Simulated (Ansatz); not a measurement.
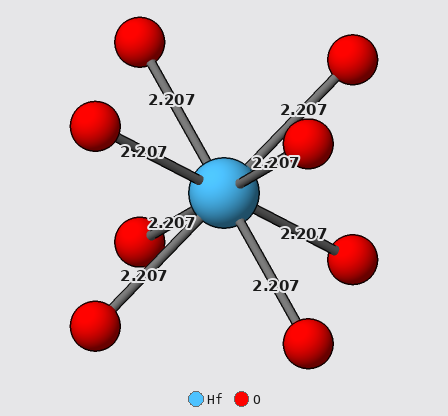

The surroundings of site Hf1 (at 0.000, 0.000, 0.000) in HfO$_{2}$ in space group Fm-3m, with bond lengths in Å.

Source of the atomic positions: the end point of a relaxation with DFT PBE, scalar-relativistic, plane waves, PAW (Ansatz 0.2.0).

```
Hf O
1.0
     5.09751    0.00000    0.00000
     0.00000    5.09751    0.00000
     0.00000    0.00000    5.09751
Hf O
4 8
Direct
  0.00000 0.00000 0.00000
  0.00000 0.50000 0.50000
  0.50000 0.00000 0.50000
  0.50000 0.50000 0.00000
  0.25000 0.25000 0.75000
  0.25000 0.75000 0.75000
  0.25000 0.75000 0.25000
  0.25000 0.25000 0.25000
  0.75000 0.25000 0.25000
  0.75000 0.75000 0.25000
  0.75000 0.75000 0.75000
  0.75000 0.25000 0.75000
```

Bond valence s = exp((R0 − d)/b), R0 fitted to published crystal structures with b = 0.37 Å; R0 in Å: Hf4+–O 1.921.

Question: Calculate the bond-valence sum of Hf1 from the bonds drawn.

Answer: 8 × 0.462 = 3.69 v.u., against a formal valence of 4: underbonded (bonds long for this ion) by 0.31.

Question: And over the whole structure?

Answer:
```tsv
site	x, y, z	formal valence	bond-valence sum	difference
Hf1	0.000, 0.000, 0.000	+4	3.74	-0.26
O1	0.250, 0.250, 0.750	−2	1.87	-0.13
```

These sums include all anions within 5 Å. The global instability index (root mean square of the differences over all atoms) is 0.19 v.u.: moderate strain, common in real structures. Cells relaxed with PBE tend to have slightly long bonds, which lowers the sums.
